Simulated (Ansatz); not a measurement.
# Transmission past a defect: Al wire along [110], 5 atoms a period, Ag in place of one Al, part 2 of 5

What does the defect do to the conductance?

Ansatz 0.2.0; DFT PBE, plane waves, PAW; relaxation of a wire's period (the session's first sound run).

So far. Step 2 (Relaxing the period): The cell's length comes to 2.570 Å with spin left out.

## 3. The wire at its relaxed period

This step: DFT PBE, plane waves, PAW; channels and complex bands of a perfect wire (Ansatz 0.2.0).

At the relaxed period the Bloch states of the perfect wire are found at each energy: those that move forward count the open channels, and those that decay describe how a disturbance dies away inside the wire itself. An energy step of 0.035 eV is under the 0.039 eV that the program asks for its thermal average at 300 K.

File input.yaml:

```yaml
crystal:
  lattice:
    - [10.84, 0.0, 0.0]
    - [0.0, 11.085, 0.0]
    - [0.0, 0.0, 2.5698969837]
  atoms:
    - { symbol: Al, position: [0.511281645, 0.425366948, 0.0] }
    - { symbol: Al, position: [0.301017347, 0.511561282, 0.5] }
    - { symbol: Al, position: [0.72529034, 0.352338964, 0.5] }
    - { symbol: Al, position: [0.683834267, 0.59695371, 0.5] }
    - { symbol: Al, position: [0.464923265, 0.67822164, 0.0] }
kpoints:
  mp_grid: { grid: [1, 1, 32] }
scf:
  occupations: { method: fermi_dirac, width: 0.05 }
hamiltonian:
  xc: pbe
output:
  transmission:
    e_range: [-1.26, 1.26]
    de: 0.035
    kmesh: [1, 1]
    reduced_basis: true
    leads: [[0, 0]]
basis:
  ecutwfc: "350 eV"
```

Launch:

```console
$ ansatz run input.yaml --threads 4 --pin off --max-ram 16384MiB --backend cpu --events-out ev --progress --plain --runs-dir out
```

Numbers of over 12 decimals in the logs are rounded to 6 here.

The log of the run:

```text
Warning: basis.ecutwfc = 350 eV is below the records' recommended 420 eV, and the density's cutoff is lower with it unless basis.ecutrho_ratio is high enough to keep the records' density cutoff: compare with a run at a higher cutoff
[...]
Crystal: 5 atoms, lattice volume = 308.802 Å³
Basis set: ecut = 350 eV, 4535 PW (Γ)
Bands: 13, of which v1, the nominal top of the filled ones, is band 8 counted from 1 (7 counted from 0)
Symmetry: 2 space group operations
[...]
k-points: 17 of 32
[...]
SCF iter   1: F=—  HF=-2684.287608 eV  |F-HF|=—  |Δ(HF+E_count)|=         —  Δρ=1.71e-3  dr2=3.24e-2  ethr=1.77e-3  ⟨swp⟩=8.9  Hψ=1871  notcnv=0
[...]
SCF iter   7: F=-2684.286417 eV  HF=-2684.286417 eV  |F-HF|=3.33e-9  |Δ(HF+E_count)|=   4.87e-8  Δρ=1.36e-6  dr2=1.22e-8  ethr=6.67e-10  ⟨swp⟩=4.5  Hψ=785  notcnv=0
SCF 1 converged in 7 iterations: F = -2684.286417 eV  dr2 = 1.22e-8
[...]
transmission: 3 of 18 steps passed
transmission: 6 of 18 steps passed
[...]
transmission: 18 of 18 steps passed
SCF converged after 7 iterations
Free energy (F): -2684.286417 eV
[...]
Internal energy: -2684.261020 eV  (E = F + TS)
E sigma→0 (E₀):  -2684.273719 eV
Entropy (-TS):   -0.025397 eV (-5.079 meV/atom)
Fermi energy:    -0.874243 eV
[...]
--- Band table (eV; the first three rows and the last of 17) ---
  k-point 0: bands = [... 4 lower, -5.2367, -3.3035, -2.7989, -2.1228, -1.4098, 0.5285, 1.1034, 1.1964, ... 1 higher]
  k-point 1: bands = [... 4 lower, -5.2155, -3.2830, -2.7785, -2.1024, -1.3893, 0.5485, 1.1237, 1.2168, ... 1 higher]
  k-point 2: bands = [... 4 lower, -5.1519, -3.2214, -2.7172, -2.0415, -1.3280, 0.6083, 1.1847, 1.2777, ... 1 higher]
  k-point 16: bands = [... 4 lower, -2.4434, -2.0941, -0.0996, -0.0232, 0.0739, 0.3783, 1.8964, 2.0152, ... 1 higher]
--- Transmission ---
  basis      : 877 plane waves across, 3 finite elements along
  points     : 1, standing for a mesh of 1 x 1
  filling    : by the input's occupations and mesh, since the crystals that have channels conduct as metals do. If one of these is a semiconductor, that mesh has misplaced its level
  energies   : 73 from -1.260000 to 1.260000 eV about the Fermi level, 0.035000 eV apart; the leads are filled to 0.000000 eV, and channels, transmission and decay are at 0.000000 eV
  crystal 0  : Al5, at the sites [0, 0], period 2.5699 Å: whole cells are its period
    offset         : up to 0.0000 Å between an atom of the period and one for which it stands
    filled         : 16.6 meV over the level at which it is neutral
    channels       : 7.000000e0 a spin
    conductance    : 4.2151e14 S/m² at 300 K; may be off by some 0.0 % by where its bands' edges are placed, 1.1 % from the distance to neutral
```

Run time: 73 s. Hardware: 4 threads of Arm Neoverse V1, shared host; peak memory 1 GiB.

This step gave:

```
energy at zero smearing                                  : -2684.2737 eV
channels at the energy nearest the Fermi level, one spin : 7
conductance of the lead as this run defines it           : 6.537 G₀
band gap                                                 : 0 eV
```

The open channels of the lead, one spin by energy, zero at the Fermi level:

| energy (eV) | open channels of the lead, one spin |
| --- | --- |
| -1.190 | 4 |
| -1.085 | 4 |
| -1.015 | 4 |
| -0.910 | 4 |
| -0.805 | 4 |
| -0.700 | 6 |
| -0.595 | 4 |
| -0.490 | 5 |
| -0.385 | 5 |
| -0.315 | 5 |
| -0.210 | 5 |
| -0.105 | 3 |
| 0.000 | 7 |
| 0.105 | 5 |
| 0.210 | 5 |
| 0.315 | 5 |
| 0.385 | 7 |
| 0.490 | 3 |
| 0.595 | 5 |
| 0.700 | 5 |
| 0.805 | 6 |
| 0.910 | 3 |
| 1.015 | 4 |
| 1.085 | 6 |
| 1.190 | 6 |

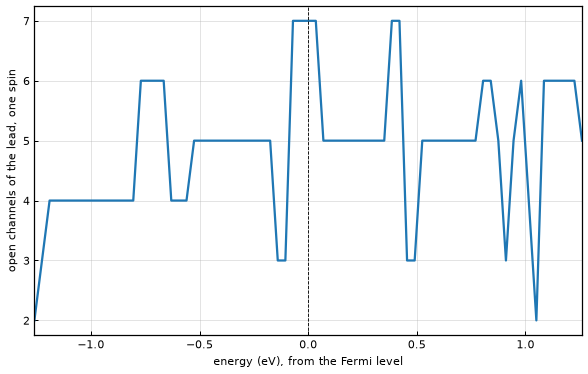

Open channels of the lead, one spin against energy.

The slowest values at each energy, most degenerate partners merged, listed up to 1.5 1/Å. The Im kz of the slowest decaying states by energy, zero at the Fermi level:

| energy (eV) | decay 1 (Å⁻¹) | decay 2 (Å⁻¹) | decay 3 (Å⁻¹) | decay 4 (Å⁻¹) |
| --- | --- | --- | --- | --- |
| -1.190 | 0.0332 | 0.0665 | 0.431 | 0.850 |
| -1.015 | 0.0534 | 0.0563 | 0.369 | 0.822 |
| -0.805 | 0.0141 | 0.0616 | 0.276 | 0.786 |
| -0.595 | 0.0253 | 0.0786 | 0.128 | 0.748 |
| -0.385 | 0.0408 | 0.0863 | 0.709 | 0.810 |
| -0.210 | 0.0315 | 0.0864 | 0.674 | 0.780 |
| 0.000 | 0.0796 | 0.629 | 0.742 | 0.762 |
| 0.210 | 0.0273 | 0.0641 | 0.581 | 0.702 |
| 0.385 | 0.0411 | 0.537 | 0.667 | 0.688 |
| 0.595 | 0.0251 | 0.0381 | 0.479 | 0.622 |
| 0.805 | 0.00566 | 0.0386 | 0.413 | 0.574 |
| 1.015 | 0.00861 | 0.0120 | 0.0177 | 0.333 |
| 1.190 | 0.0163 | 0.0389 | 0.247 | 0.471 |

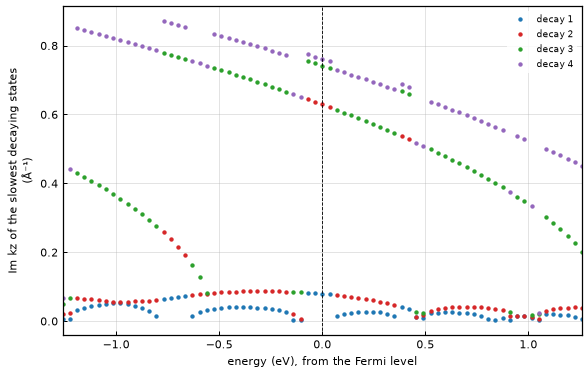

Im kz of the slowest decaying states, plotted against energy.

By hand: the program gives 4.2151 × 10^14 S/m² over the cell's cross-section of 120.16 Å² = 1.202 × 10^-18 m², so one cell conducts 5.065 × 10^-4 S. Divided by G0 = 2e²/h = 7.748 × 10^-5 S this is 6.54 G0, a resistance of 1.97 kΩ.

At the computed energy nearest the Fermi level there are 7 channels a spin, and the thermal average gives 6.54 G₀.

(Part 2 of 5 ends here.)

[Logs are printed without paths, hosts, clocks, repeated set-up lines and the standing remarks that a program may print on its own settings, such as how far it seeks lower states.]

[Hosts, paths, dates, database ids (printed as entryN), source tags and the programs' standing remarks are cut or masked in the printed files.]
